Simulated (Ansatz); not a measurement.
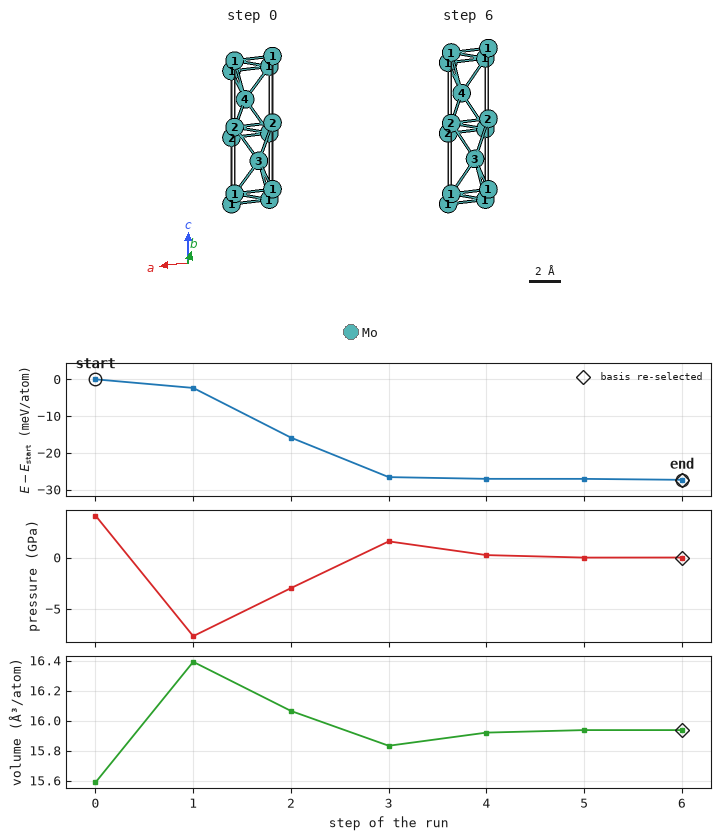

First and last geometry of a relaxation of a crystal of Mo (a generated structure, set up in P6_3/mmc), with the history of the run. The picture is a ball-and-stick view of the cell of the calculation, seen from a free direction.

Phase: dhcp.

All numbers below come from DFT, r2SCAN, plane waves (500 eV) with PAW, scalar-relativistic (Ansatz 0.2.0).

The input:
```yaml
crystal:
  lattice:
    - [2.8039216218, 0.0, 0.0]
    - [-1.4019608109, 2.4282673547, 0.0]
    - [0.0, 0.0, 9.1576080168]
  atoms:
    - { symbol: Mo, position: [0.0, 0.0, 0.0] }
    - { symbol: Mo, position: [0.0, 0.0, 0.5] }
    - { symbol: Mo, position: [0.3333333333, 0.6666666667, 0.25] }
    - { symbol: Mo, position: [0.6666666667, 0.3333333333, 0.75] }
hamiltonian:
  xc: r2scan
  pseudopotentials:
    kind: paw
    azcp:
      Mo: "pseudopotentials/Mo.paw.azcp"
basis:
  ecutwfc: 500
  fft_grid_basis: typed
kpoints:
  mp_grid: { grid: [13, 13, 4], shift: [0, 0, 0] }
magnetization:
  spin_polarized: false
scf:
  occupations: { method: fermi_dirac, width: 0.1 }
relax:
  max_steps: 60
  f_tol: 0.01
  cell: {}
```

Launched with:
```bash
ansatz run input.yaml --threads 1 --pin off --max-ram 3584MiB --backend cpu --events-out ev --progress --plain --runs-dir out
```

**What do the curves and the structures tell?**

It converged. After 5 accepted moves (6 points after the start) the energy has fallen by 27.3 meV per atom. All forces vanish by symmetry, so only the cell relaxes. Pressure: 4.10 GPa at the start and 0.01 GPa at the end. At 1 point the geometry stayed and the basis and grid were re-selected for the new cell (energy shift of 0.3 meV per atom at most each time). No atom moves by more than 0.005 Å relative to the cell. The drawn cell changes as follows: a = b 2.804 → 2.752 Å (−1.9 %), c 9.158 → 9.722 Å (+6.2 %); the volume changes by +2.2 %. Some distances before and after: Mo1–Mo3 2.804 → 2.904 Å, Mo1–Mo1 2.804 → 2.752 Å. The space group stays P6_3/mmc (No. 194).
